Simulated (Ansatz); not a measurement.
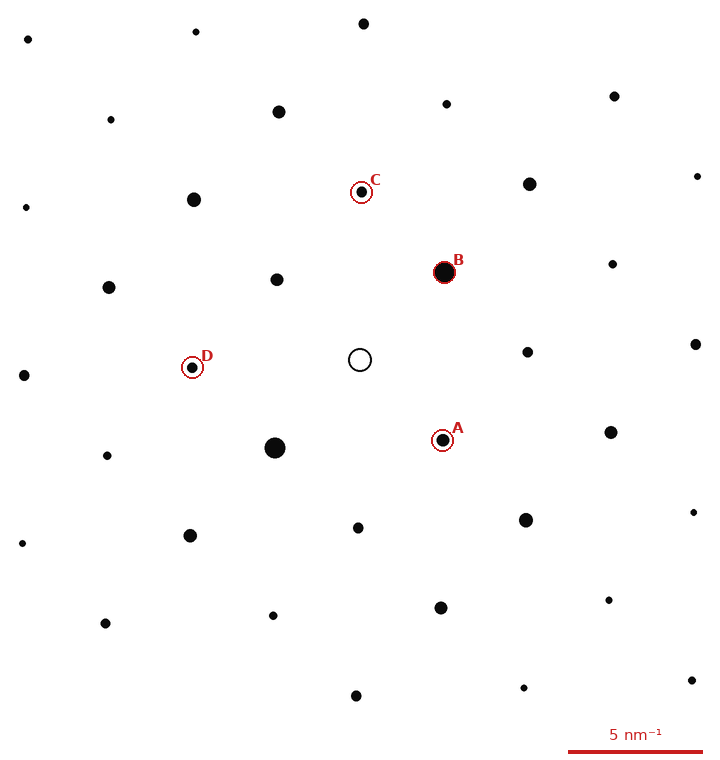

Computed electron diffraction pattern, 200 kV, single scattering only, B = 0.5 Å². The zone axis points towards the electron source and the pattern is seen from the source side.

Crystal: V, space group P6/mmm (No. 191), a = 4.37 Å, c = 2.31 Å (hexagonal axes). Structure: the geometry relaxed with DFT, LDA (PW92), plane waves (420 eV) with PAW, scalar-relativistic (Ansatz); the starting structure was generated, so it need not be a known form of this composition.

Spot A is indexed 0 0 -1 and spot B -1 2 0.

> Index the other marked spots.

C = −A + B = -1 2 1 (d = 1.587 Å). D = −A − B = 1 -2 1 (d = 1.587 Å).

> Give [uvw].

The cross product of A and B is parallel to [210]; every spot obeys hu + kv + lw = 0.

> What are the spacings of A and B and the angle between them?

d(A) = 2.312 Å, d(B) = 2.183 Å, and the angle is 90.0°.
